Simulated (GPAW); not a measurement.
**Optical response of LiF (Griceite)**

Aim: the dielectric function of LiF (Griceite), and the optical constants that follow from it.

Main program and level: GPAW 26.7.0; DFT, PBE, plane-wave PAW (GPAW data sets), scalar-relativistic, RPA, optical limit.

### Step 1. Set-up

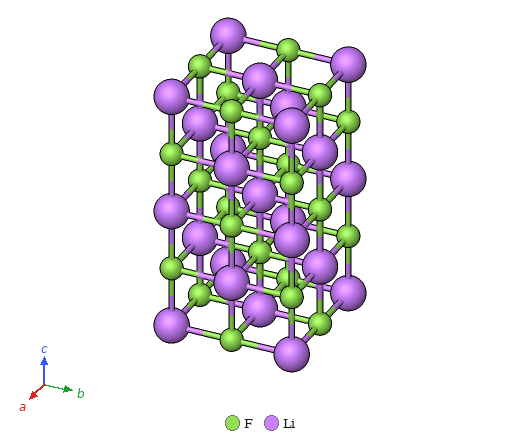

The starting structure, seen from a free direction (fluorine green, lithium purple). 1×1×2 cells are drawn. This picture shows the conventional cell, with its axes. Some periodic images of atoms are drawn too.

Structure file:

```
F Li
1.0
     0.00000    2.01400    2.01400
     2.01400    0.00000    2.01400
     2.01400    2.01400    0.00000
F Li
1 1
Cartesian
  2.0140 2.0140 2.0140
  0.0000 0.0000 0.0000
```

### Step 2. Dielectric function, RPA

Local fields let the induced charge screen the field inside the cell, which as a rule lowers ε, most along directions where the density is uneven.

df.py

```python
from gpaw.response.df import DielectricFunction

df = DielectricFunction('full.gpw', frequencies={'type': 'nonlinear', 'domega0': 0.03, 'omega2': 8},
                        ecut=50,
                        eta=0.15,
                        nbands=15,
                        txt='df.txt')
for direction in ['x']:
    df.get_dielectric_function(xc='RPA', direction=direction, filename=f'df_{direction}.csv')
```

Run with:

```bash
OMP_NUM_THREADS=1 python df.py
```

Numbers of over 12 decimals in the logs are rounded to 6 here.

The log of the run:

```text
Using integrator: PointIntegrator
NonLinearFrequencyDescriptor(from 0.000 to 66.562 eV, 500 points)
Nonperiodic BCs:  [False False False]
Using integrator: PointIntegrator
NonLinearFrequencyDescriptor(from 0.000 to 66.562 eV, 500 points)
Nonperiodic BCs:  [False False False]

Calculating chi0 body with:
    Ground state adapter containing:
    Number of spins: 1
    Number of kpoints: 3375
    Number of irreducible kpoints: 120
    Number of completely occupied states: 4
    Number of partially occupied states: 4

    Linear response parametrization:
    q_c: [0.0, 0.0, 0.0]
    Number of frequency points: 500
    Planewave cutoff: 50.0
    Number of bands: 15
    Number of planewaves: 15
    Broadening (eta): 0.15

Integrating chi0 body.

Symmetries of q_c:
    Direct symmetries (Uq -> q): 48
    Indirect symmetries (TUq -> q): 0
In total 48 allowed symmetries.

120 groups of equivalent kpoints. 96.444444% reduction.

Integral kind: spectral function

Calculating chi0 optical extensions with:
    Ground state adapter containing:
    Number of spins: 1
    Number of kpoints: 3375
    Number of irreducible kpoints: 120
    Number of completely occupied states: 4
    Number of partially occupied states: 4

    Linear response parametrization:
    Number of frequency points: 500
    Planewave cutoff: 50.0
    Number of bands: 15
    Number of planewaves: 15
    Broadening (eta): 0.15
Integrating chi0 head and wings.

Symmetries of q_c:
    Direct symmetries (Uq -> q): 48
    Indirect symmetries (TUq -> q): 0
In total 48 allowed symmetries.

120 groups of equivalent kpoints. 96.444444% reduction.

Integral kind: spectral function wings
```

Wall time 3.5 s (1 thread of Intel Xeon Platinum 8375C at 2.90GHz (Ice Lake), shared host); peak memory 0.18 GiB.

This step gave:

| Property | Result |
| --- | --- |
| electronic dielectric constant ε∞, mean over x, y and z (by symmetry where fewer were run) | 1.928 |
| main peak of Im epsilon, first axis | 11.26 eV |

The Im ε, E ∥ x has structure finer than the step of the table below, so its rows give means over 1 eV, whole bins alone (the curve runs from 0 to 14.0 eV). Peaks (eV: height): 11.3: 2.37.

Values under the direct gap are tails of Lorentzian lines. Table of Im ε, E ∥ x by photon energy; means over each step:

| photon energy (eV) | Im ε, E ∥ x |
| --- | --- |
| 1 | 0.00129 |
| 2 | 0.00269 |
| 3 | 0.00431 |
| 4 | 0.00638 |
| 5 | 0.00922 |
| 6 | 0.0136 |
| 7 | 0.0215 |
| 8 | 0.0408 |
| 9 | 0.228 |
| 10 | 0.858 |
| 11 | 1.93 |
| 12 | 1.94 |
| 13 | 1.38 |

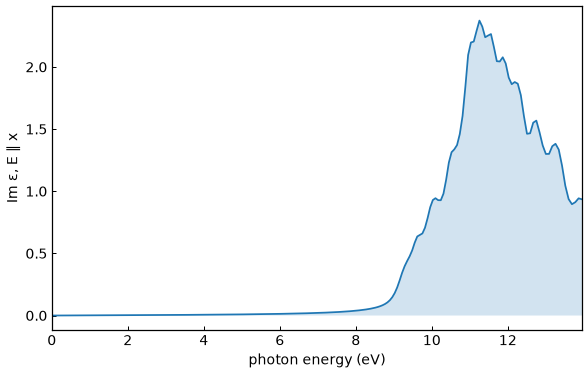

Im ε, E ∥ x against photon energy.

Table of Re ε, E ∥ x by photon energy:

| photon energy (eV) | Re ε, E ∥ x |
| --- | --- |
| 0 | 1.93 |
| 1 | 1.93 |
| 2 | 1.94 |
| 3 | 1.97 |
| 4 | 2.00 |
| 5 | 2.05 |
| 6 | 2.13 |
| 7 | 2.24 |
| 8 | 2.43 |
| 9 | 2.87 |
| 10 | 3.07 |
| 11 | 2.96 |
| 12 | 1.46 |
| 13 | 1.15 |

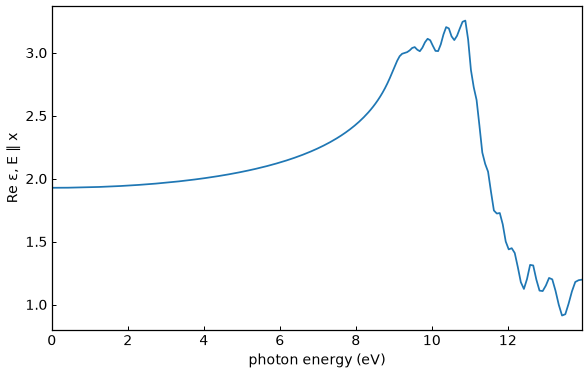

Re ε, E ∥ x, plotted against photon energy.

The Im ε, E ∥ x has structure finer than the step of the table below, so its rows give means over 1 eV, whole bins alone (the curve runs from 0 to 14.0 eV). Peaks (eV: height): without local fields 11.3: 2.43; with local fields 11.3: 2.37.

Values under the direct gap are tails of Lorentzian lines. The Im ε, E ∥ x by photon energy; means over each step:

| photon energy (eV) | without local fields | with local fields |
| --- | --- | --- |
| 1 | 0.00138 | 0.00129 |
| 2 | 0.00286 | 0.00269 |
| 3 | 0.00459 | 0.00431 |
| 4 | 0.00676 | 0.00638 |
| 5 | 0.00975 | 0.00922 |
| 6 | 0.0143 | 0.0136 |
| 7 | 0.0224 | 0.0215 |
| 8 | 0.0420 | 0.0408 |
| 9 | 0.227 | 0.228 |
| 10 | 0.853 | 0.858 |
| 11 | 1.96 | 1.93 |
| 12 | 2.01 | 1.94 |
| 13 | 1.46 | 1.38 |

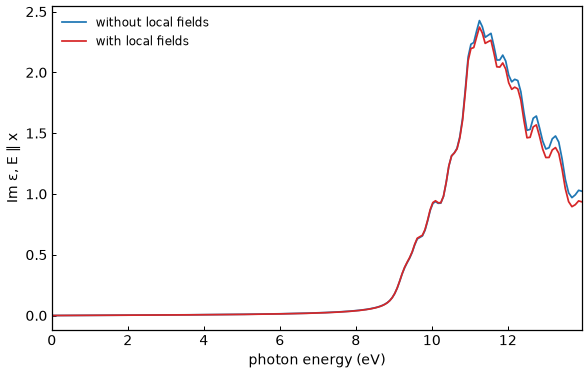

Im ε, E ∥ x against photon energy.

Table of refractive index n and extinction k by photon energy:

| photon energy (eV) | n | k |
| --- | --- | --- |
| 0 | 1.39 | 0 |
| 1 | 1.39 | 4.6e-4 |
| 2 | 1.39 | 9.6e-4 |
| 3 | 1.40 | 0.00153 |
| 4 | 1.42 | 0.00224 |
| 5 | 1.43 | 0.00320 |
| 6 | 1.46 | 0.00462 |
| 7 | 1.50 | 0.00705 |
| 8 | 1.56 | 0.0125 |
| 9 | 1.70 | 0.0497 |
| 10 | 1.77 | 0.256 |
| 11 | 1.82 | 0.593 |
| 12 | 1.39 | 0.698 |
| 13 | 1.20 | 0.541 |

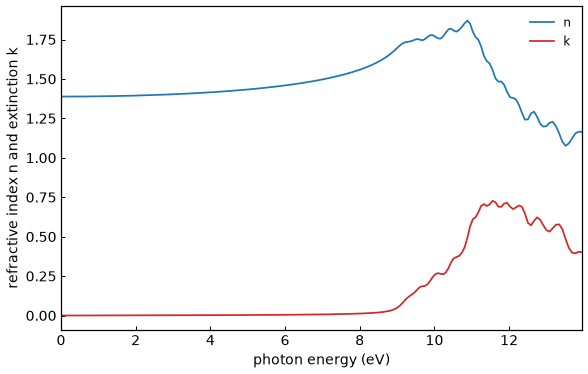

Refractive index n and extinction k, plotted against photon energy.

Table of reflectivity at normal incidence, E ∥ x by photon energy; read off at these points:

| photon energy (eV) | reflectivity at normal incidence, E ∥ x (%) |
| --- | --- |
| 0.0 | 2.64 |
| 1.0 | 2.66 |
| 2.0 | 2.72 |
| 3.0 | 2.81 |
| 4.0 | 2.96 |
| 5.0 | 3.17 |
| 6.0 | 3.48 |
| 7.0 | 3.96 |
| 8.0 | 4.77 |
| 9.0 | 6.70 |
| 10.0 | 8.53 |
| 11.0 | 12.3 |
| 11.3 | 12.3 |
| 12.0 | 10.3 |
| 12.8 | 8.03 |
| 13.0 | 6.48 |
| 13.3 | 7.19 |

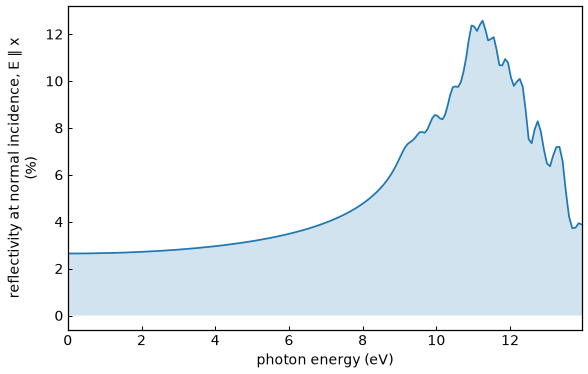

Reflectivity at normal incidence, E ∥ x against photon energy.

At chosen wavelengths:

| wavelength (nm) | n | k | R (%) | 1/α |
| --- | --- | --- | --- | --- |
| 800 | 1.39 | 0.001 | 2.7 | 87 µm |
| 633 | 1.39 | 0.001 | 2.7 | 54 µm |
| 450 | 1.40 | 0.001 | 2.8 | 26 µm |
| 365 | 1.41 | 0.002 | 2.9 | 16 µm |
| 308 | 1.42 | 0.002 | 3.0 | 11 µm |
| 248 | 1.43 | 0.003 | 3.2 | 6.2 µm |
| 193 | 1.47 | 0.005 | 3.7 | 2.8 µm |

Below the direct gap, k and the depth come from the tails of the Lorentzian lines, not from transitions.

### Step 3. Results

| Property | Result |
| --- | --- |
| electronic dielectric constant ε∞, mean over x, y and z (by symmetry where fewer were run) (RPA) | 1.93 |
| main peak of Im epsilon, first axis | 11.3 eV |

In words: At this level (PBE, RPA) LiF has ε∞ = 1.93 and n = 1.39 at 1550 nm, and Im ε peaks at 11.3 eV. Local fields change the static value along x from 1.99 to 1.93 (-3 %). Distinct maxima of Im ε, read by a parabola through the highest points, lie at 11.26 eV (2.4) and 12.72 eV (1.6). Excitons and phonon-assisted transitions are missing; PBE gaps are as a rule too small, which pulls the onset down and ε∞ up. The sum runs over mesh points, so small or evenly spaced maxima can still be ripples of the mesh. In this version of GPAW the matrix elements of the optical limit are incomplete, which can lower ε − 1 by up to a tenth where first-row anions or d states rule, and shift it by more in d metals.

[Machine, clock and banner lines and Python warnings are left out of the logs.]

[Logs are printed without paths, hosts, clocks, repeated set-up lines and the standing remarks that a program may print on its own settings, such as how far it seeks lower states.]

[Hosts, paths, dates, database ids (printed as entryN), source tags and the programs' standing remarks are cut or masked in the printed files.]
